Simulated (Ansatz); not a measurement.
# BaS: single-point calculation

- system: BaS (Fm-3m, 2 atoms in the cell)
- method: DFT, HSE06, plane waves, PAW, no spin polarisation (Ansatz 0.2.0)

The structure derives from an entry of the Crystallography Open Database. The geometry comes from this level: r2SCAN. Figures and captions count atoms from 1; the log counts them from 0 in places.

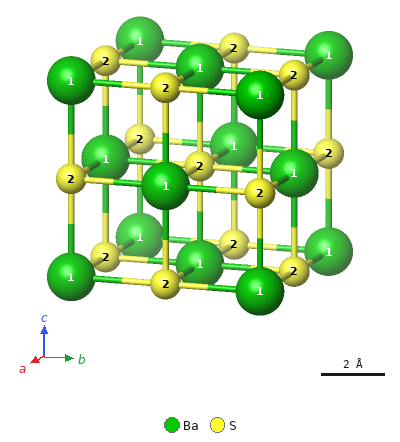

Figure 1. The input geometry (ball-and-stick view of the cell 4 times as large as that of the calculation, set on its symmetry axes, seen slightly off an axis; atoms are numbered from 1 in the order of the input). Near neighbours in the crystal (not all of them lie inside the picture): Ba has 6 S at 3.21 Å; S has 6 Ba at 3.21 Å.

Results in brief

| quantity | value |
| --- | --- |
| outcome | converged |
| space group (tolerance 0.01 Å) | Fm-3m (225) |
| electrons treated | 16 |
| free energy | −6861.4670 eV |
| Fermi energy | 4.988 eV |
| gap on the k-point mesh | 3.14 eV |
| pressure | −0.29 GPa |
| largest force (length of the vector) | under 0.001 eV/Å |
| hardware | 4 threads of Arm Neoverse V2, 24 GiB of memory available, shared host |
| wall time | 11 s (CPU time 36 s) |
| peak memory | 0.75 GiB |

The program warns: the exchange loop's threshold is looser than advised for the stress; the SCF threshold is looser than advised for the printed stress.

The input
```yaml
crystal:
  lattice:
    - [0.0, 3.2119099264, 3.2119099264]
    - [3.2119099264, 0.0, 3.2119099264]
    - [3.2119099264, 3.2119099264, 0.0]
  atoms:
    - { symbol: Ba, position: [0.0, 0.0, 0.0] }
    - { symbol: S, position: [0.5, 0.5, 0.5] }
kpoints:
  mp_grid: { grid: [4, 4, 4] }
  band_path:
    path:
      - [0.0, 0.0, 0.0]
      - [0.5, 0.0, 0.5]
      - [0.625, 0.25, 0.625]
      - [0.375, 0.375, 0.75]
      - [0.5, 0.5, 0.5]
      - [0.5, 0.25, 0.75]
      - [0.0, 0.5, 0.5]
    npoints: 1
hamiltonian:
  xc: hse06
scf:
  occupations: { method: fixed }
  n_extra_bands: 4
output:
  forces: true
  stress: true
  eigenvalues: true
```

Launch command:
```bash
ansatz run input.yaml --threads 4 --pin off --max-ram 5529MiB --backend cpu --events-out ev --progress --plain --runs-dir out
```

The program's output
```
Warning: output.stress: scf.convergence.dr2_threshold = 1e-7 eV (the SCF's general default) is looser than the 2e-10 eV advised for a printed stress (1e-10 eV for each atom of the cell: 2). What an SCF threshold leaves in a stress goes as its square root, and in the free energy as the threshold itself, and one threshold admits the most on a small cell: of the crystals measured, under no hybrid functional and no lock of the moments, on runs that ended without the residual-converged pass, on stresses that held no estimate of that error, the worst erred by over 100 MPa in a component at 1e-7 eV an atom and by under 5 at 1e-10. Set scf.convergence.dr2_threshold to 2e-10 eV or tighter. The threshold is an SCF's pass mark: one that does not reach it within its budget of iterations ends unconverged, or closes short of it on a stop that the run arms, and scf.convergence.dr2_threshold's page says what that costs each kind of run
Warning: output.stress: scf.exx.energy_threshold = 1e-6 eV is looser than the 2e-8 eV advised for a stress under a hybrid functional (1e-8 eV for each atom of the cell: 2). Every SCF of the exchange loop can meet its threshold on dr2 while the loop round them stops early: no threshold on dr2 bounds what that leaves in the stress. Set scf.exx.energy_threshold to 2e-8 eV or tighter. The threshold is the loop's pass mark: a loop that does not reach it within its budget of cycles ends unconverged, and scf.exx.energy_threshold's page has the law
scf.n_extra_bands = 4 over 8 filled bands (N_el = 16.0): the run solves 12 bands
Engine: ansatz 0.2.0, aarch64-unknown-linux-gnu
Pseudopotentials: kind: paw
Pseudopotential: Ba, paw, valence charge 10, recommended cutoff 420 eV (normal), Ba.paw.azcp
Pseudopotential: S, paw, valence charge 6, recommended cutoff 420 eV (normal), S.paw.azcp
Functional definition: HSE06
  parameter a = 0.25
  parameter omega = 0.11/bohr
  exchange = pbe_x - a*pbe_x_sr(omega) + a*exact_x_sr(omega)
  correlation = pbe_c
davidson cushion auto → on  (no smearing: the cushion is to keep the highest requested band from converging to the state above it; pin scf.eigensolver.cushion to override)
Crystal: 2 atoms, lattice volume = 66.270 Å³
Basis set: ecut = 420 eV, 1291 PW (Γ), exchange–correlation on 64×64×64 points (8 copies of the dense FFT grid, shifted against one another)
Bands: 12, of which v1, the nominal top of the filled ones, is band 8 counted from 1 (7 counted from 0)
Symmetry: 48 space group operations
Space group: Fm-3m (ITA 225), of the structure as read, at distance tolerance 4.0e-5 Å
k-points: 8 of 64
Non-local potential: Ba, projectors of the file, l = 0: 3, l = 1: 2, l = 2: 2, l = 3: 2
Non-local potential: S, projectors of the file, l = 0: 2, l = 1: 2, l = 2: 2
PAW form: soft (Blöchl's): semilocal exchange-correlation on the pseudo side does not see the compensation charge
PAW frozen core: Ba, regenerated for the run's functional, and the local potential with it (the file was generated under x = pbe(κ = 0.804, μ = 0.2195149727645171), c = pbe(β = 0.06672455060314922))
PAW frozen core: S, regenerated for the run's functional, and the local potential with it (the file was generated under x = pbe(κ = 0.804, μ = 0.2195149727645171), c = pbe(β = 0.06672455060314922))
PAW one-centre angular grid: Ba, 194 points (default); XC on 64 Gauss nodes
PAW one-centre angular grid: S, 110 points (default); XC on 64 Gauss nodes
Initial density: superposition of atomic densities (neutral atoms: chi_scale 0, normalization atom), corrected by the library's trained network
Initial wavefunctions: pseudopotential atomic-orbital guess
Functional: x = pbe(κ = 0.804, μ = 0.2195149727645171), c = pbe(β = 0.06672455060314922), warm-up for x = pbe(κ = 0.804, μ = 0.2195149727645171) + 0.25 (exact − pbe) at short range (hse, ω = 0.20786987370883472 Å⁻¹), c = pbe(β = 0.06672455060314922); HSE06 as pw.x's `hse` composes it (authors' and Libxc's form: `xc: wpbeh`)
SCF iter   1: F=—  HF=-6855.858109 eV  |F-HF|=—  |Δ(HF+E_count)|=         —  Δρ=1.16e-3  dr2=1.80e-3  ethr=1.77e-3  ⟨swp⟩=12.5  Hψ=631  notcnv=0
preconditioner: auto → none  [insulator: Δε(μ)=2.192 eV  Ē_g=11.933 eV  n_scr=14 (ndim 8)  ℏωp=17.1 eV  f_vac=0.000]
SCF iter   2: F=-6855.858523 eV  HF=-6855.858732 eV  |F-HF|=2.09e-4  |Δ(HF+E_count)|=   6.23e-4  Δρ=5.24e-4  dr2=2.77e-4  ethr=1.12e-5  ⟨swp⟩=8.0  Hψ=438  notcnv=0  defer=1
SCF 1 stopped early in 2 iterations: F = -6855.858523 eV  dr2 = 2.77e-4
  greatest PAW one-centre occupation: 0.955 electrons in one spin orbital (limit 2), on the Ba atom at site 0 (counted from 0), in its partial waves of l = 0
Initial density: handed on by an earlier stage of this run
Initial wavefunctions: those handed on with the density
Functional: x = pbe(κ = 0.804, μ = 0.2195149727645171) + 0.25 (exact − pbe) at short range (hse, ω = 0.20786987370883472 Å⁻¹), c = pbe(β = 0.06672455060314922); HSE06 as pw.x's `hse` composes it (authors' and Libxc's form: `xc: wpbeh`)
Exchange kernel: α = 0.2500, screened, ω = 0.2079 Å⁻¹, Wigner–Seitz truncation, v(0) = 1039.6132 eV·Å³, q-mesh 4×4×4, nearest image of the exchange supercell L = 18.17 Å, pair-density grid 18×18×18, without the augmentation charges, whose exchange is taken in its separable form by FFT convolution over the k-point mesh (sized by the pseudopotential files, 25×25×25 at the most), smooth part of the exact exchange by density-matrix convolution
Frozen-core exchange: fock
SCF iter   1: F=—  HF=-6861.468119 eV  |F-HF|=—  |Δ(HF+E_count)|=         —  Δρ=2.89e-3  dr2=1.14e-2  ethr=1.73e-5  ⟨swp⟩=8.5  Hψ=531  notcnv=0
preconditioner: auto → none  [insulator: Δε(μ)=3.191 eV  Ē_g=13.545 eV  n_scr=14 (ndim 8)  ℏωp=17.1 eV  f_vac=0.000]
SCF iter   2: F=—  HF=-6861.464290 eV  |F-HF|=—  |Δ(HF+E_count)|=   3.83e-3  Δρ=1.31e-3  dr2=1.17e-3  ethr=1.73e-5  ⟨swp⟩=4.5  Hψ=353  notcnv=0
SCF iter   3: F=—  HF=-6861.467048 eV  |F-HF|=—  |Δ(HF+E_count)|=   2.76e-3  Δρ=7.10e-4  dr2=3.51e-4  ethr=5.70e-6  ⟨swp⟩=4.5  Hψ=284  notcnv=0  defer=1
SCF iter   4: F=—  HF=-6861.466974 eV  |F-HF|=—  |Δ(HF+E_count)|=   7.40e-5  Δρ=2.76e-4  dr2=5.56e-5  ethr=2.13e-6  ⟨swp⟩=3.4  Hψ=249  notcnv=0
iter 5 solved again at ethr=4.22e-9 eV; its pass at ethr=2.79e-7 eV (dr2=6.75e-7 eV) is discarded
SCF iter   5: F=—  HF=-6861.466973 eV  |F-HF|=—  |Δ(HF+E_count)|=   5.54e-7  Δρ=2.95e-5  dr2=9.64e-6  ethr=4.22e-9  ⟨swp⟩=5.0  Hψ=672  notcnv=0
SCF iter   6: F=—  HF=-6861.467048 eV  |F-HF|=—  |Δ(HF+E_count)|=   7.50e-5  Δρ=9.26e-5  dr2=1.24e-5  ethr=4.15e-9  ⟨swp⟩=6.5  Hψ=463  notcnv=0  defer=4
SCF iter   7: F=-6861.467044 eV  HF=-6861.467044 eV  |F-HF|=7.72e-9  |Δ(HF+E_count)|=   4.08e-6  Δρ=1.16e-5  dr2=3.12e-7  ethr=4.15e-9  ⟨swp⟩=5.0  Hψ=373  notcnv=0
SCF 2 stopped early in 7 iterations: F = -6861.467044 eV  dr2 = 3.12e-7
  greatest PAW one-centre occupation: 0.956 electrons in one spin orbital (limit 2), on the Ba atom at site 0 (counted from 0), in its partial waves of l = 0
hybrid outer 1: dexx = +3.465e-3 eV, tail = 4.04e-6 eV
Exchange kernel: α = 0.2500, screened, ω = 0.2079 Å⁻¹, Wigner–Seitz truncation, v(0) = 1039.6132 eV·Å³, q-mesh 4×4×4, nearest image of the exchange supercell L = 18.17 Å, pair-density grid 18×18×18, without the augmentation charges, whose exchange is taken in its separable form by FFT convolution over the k-point mesh (sized by the pseudopotential files, 25×25×25 at the most), smooth part of the exact exchange by density-matrix convolution
Frozen-core exchange: fock
SCF iter   1: F=—  HF=-6861.467025 eV  |F-HF|=—  |Δ(HF+E_count)|=         —  Δρ=1.84e-5  dr2=2.51e-7  ethr=1.26e-7  ⟨swp⟩=4.9  Hψ=284  notcnv=0
preconditioner: auto → none  [insulator: Δε(μ)=3.138 eV  Ē_g=13.543 eV  n_scr=14 (ndim 8)  ℏωp=17.1 eV  f_vac=0.000]
SCF iter   2: F=—  HF=-6861.467025 eV  |F-HF|=—  |Δ(HF+E_count)|=   4.10e-8  Δρ=7.85e-6  dr2=2.04e-8  ethr=1.27e-9  ⟨swp⟩=5.0  Hψ=363  notcnv=0  defer=1
SCF iter   3: F=—  HF=-6861.467025 eV  |F-HF|=—  |Δ(HF+E_count)|=   3.61e-9  Δρ=4.84e-6  dr2=1.78e-8  ethr=9.10e-11  ⟨swp⟩=4.4  Hψ=342  notcnv=0
SCF iter   4: F=-6861.467025 eV  HF=-6861.467025 eV  |F-HF|=1.78e-9  |Δ(HF+E_count)|=   3.81e-9  Δρ=2.25e-6  dr2=8.15e-9  ethr=7.51e-11  ⟨swp⟩=2.0  Hψ=224  notcnv=0
SCF 3 converged in 4 iterations: F = -6861.467025 eV  dr2 = 8.15e-9
  Residual-converged pass: ⟨swp⟩=3.4  Hψ=250  notcnv=0  max |occ|·‖R‖ = 2.4e-6 eV (tolerance 2.4e-6 eV)  dr2=7.85e-9  dr2_onsite=3.05e-10  max |Δocc| = 0.0e0
```

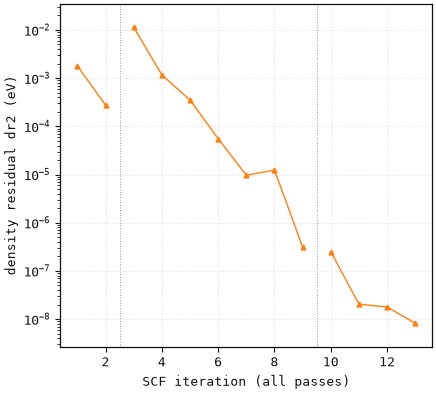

Figure 2. Convergence of the self-consistent field: density residual dr2 against the SCF iteration. The run starts with a semilocal functional; after that each stretch between dotted lines is one SCF of the hybrid functional between two exact rebuilds of the exchange operator by the outer loop. Early passes are stopped at a loose threshold. The passes take 2, 7 and 4 iterations.

```
hybrid outer 2: dexx = +5.482e-8 eV, tail = 1.81e-8 eV, Δε = 6.86e-4 eV (about 5.13e-5 eV left of the loop's levels)
NSCF: frozen V_eff on 7 k-points
hybrid SCF converged: 2 outer / 11 inner (+2 warm-up), last move |dexx| = 5.48e-8 eV, tail = 1.81e-8 eV
Stability not checked: this state was not tested for a lower state beside it, because the functional holds exact exchange (a hybrid, or Hartree-Fock), whose exchange loop this test does not read (fock_operator; see scf.lower_state_search)
Free energy (F): -6861.467025 eV
Frozen-core exchange: fock
Harris-Foulkes:  -6861.467025 eV  (|F-HF|=1.78e-9)
Internal energy: -6861.467025 eV  (E = F + TS)
E sigma→0 (E₀):  -6861.467025 eV
Fermi energy:    4.987553 eV
--- Per-component energies (eV) ---
  E_band       = -74.257483
  E_kinetic    = 275.826975
  E_local      = -407.550119  (includes V_loc(G=0)·N_el)
  E_nonlocal   = 84.664767
  E_hartree    = 129.295226
  E_xc         = -214.262131
  E_vxc        = -180.683427  (∫ρ·V_xc dr)
  E_exx        = -30.328573  (= α·E_x^exact, valence–valence)
  E_paw        = -5853.441218  (= ΣΔE_a)
  E_vpaw       = -44.448837  (= ΣTr[D̂ρ^β])
  E_aug_tail   = -0.000000  (compensation charges beyond the density's cutoff)
  E_ewald      = -845.430378
  E_core_change = -0.241576  (= ΣΔE_core)
  E_smearing   = -0.000000  (= −TS)
  E_closure    = 0.000001  (closes the sum)
  Σ components = -6861.467025   (vs F -6861.467025, Δ=0.00e0)
--- Forces (eV/Å), atoms counted from 1 ---
  atom   1  Ba    -0.00000000     0.00000000     0.00000000
  atom   2  S      0.00000000     0.00000000     0.00000000
  max |Σ_I F_I| component: 2.96e-30 eV/Å
--- Stress (GPa, compression-positive) ---
       -0.294065       0.000000       0.000000
       -0.000000      -0.294065       0.000000
        0.000000      -0.000000      -0.294065
  P = ⅓ Tr σ = -0.2941 GPa (-2.941 kbar)
--- Band table (eV; the first three rows and the last of 8) ---
  k-point 0: bands = ["-22.7595", "-6.7662", "-6.7662", "-6.7662", "-6.3551", "4.9876", "4.9876", "4.9876", "9.5643", "9.9885", "9.9885", "9.9885"]
  k-point 1: bands = ["-22.7362", "-7.6703", "-6.7816", "-6.7816", "-5.3904", "3.8527", "4.3935", "4.3935", "10.1194", "10.8764", "10.8764", "11.3967"]
  k-point 2: bands = ["-22.7128", "-8.1066", "-6.7966", "-6.7966", "-4.8857", "3.0297", "3.9311", "3.9311", "11.5039", "11.7131", "12.5642", "12.5642"]
  k-point 7: bands = ["-22.6987", "-7.4452", "-7.1182", "-7.1182", "-5.5544", "3.8685", "4.5049", "4.5049", "10.3133", "10.3133", "12.4754", "13.0203"]
```

File bands.tsv
```
# k_distance	band_0	band_1	band_2	band_3	band_4	band_5	band_6	band_7	band_8	band_9	band_10	band_11
# fermi_ev = 4.987553
# lock_threshold_ev = 1e-6
# [0, 0, 0] at k_distance = 0.000000
# [0.5, 0, 0.5] at k_distance = 0.978107
# [0.625, 0.25, 0.625] at k_distance = 1.323920
# [0.375, 0.375, 0.75] at k_distance = 1.922886
# [0.5, 0.5, 0.5] at k_distance = 2.521852
# [0.5, 0.25, 0.75] at k_distance = 3.213479
# [0, 0.5, 0.5] at k_distance = 4.307036
# levels_relative_to = fermi_ev
# free_energy_ev = -6861.467025
# largest_residual_norms_ev = 2.303e-3 1.970e-4 6.196e-4 6.106e-4 4.945e-4 7.902e-4 1.210e-3 1.207e-3 1.082e-3 2.661e-3 2.003e-3 2.928e-3
0.000000	-27.747021	-11.753792	-11.753792	-11.753792	-11.342682	0.000000	0.000000	0.000000	4.576704	5.000906	5.000906	5.000906
0.978107	-27.686751	-12.255841	-11.951861	-11.951861	-11.238057	-0.546036	-0.139279	-0.139279	3.137246	7.138927	7.170490	8.816865
1.323920	-27.687540	-12.514766	-12.170679	-11.890914	-10.597479	-0.938436	-0.591695	-0.544067	4.316880	7.039235	7.790672	7.952214
1.922886	-27.687540	-12.514766	-12.170679	-11.890914	-10.597479	-0.938436	-0.591695	-0.544067	4.316880	7.039235	7.790672	7.952214
2.521852	-27.700349	-13.094146	-11.784162	-11.784162	-9.873249	-1.957869	-1.056419	-1.056419	6.516355	6.725571	7.576604	7.576604
3.213479	-27.686235	-12.432756	-12.105755	-12.105755	-10.541974	-1.119013	-0.482648	-0.482648	5.325710	5.325710	7.487894	8.032734
4.307036	-27.686751	-12.255841	-11.951861	-11.951861	-11.238057	-0.546036	-0.139279	-0.139279	3.137246	7.138927	7.170490	8.816865
```

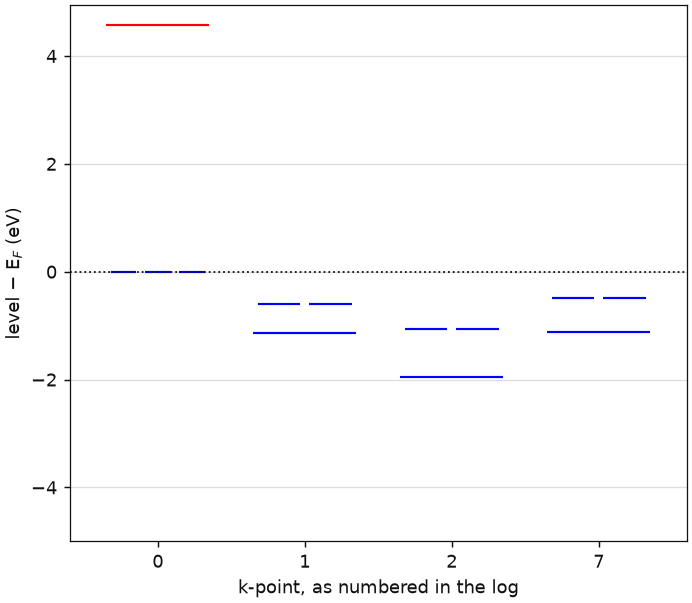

Figure 3. Kohn–Sham levels near the Fermi level (dotted) at the few k-points that the log prints; levels within 0.02 eV of each other stand side by side. Among these points the highest filled and lowest empty levels are 4.58 eV apart; the gap on the full mesh, 3.14 eV, has an edge at a point that isn't printed.
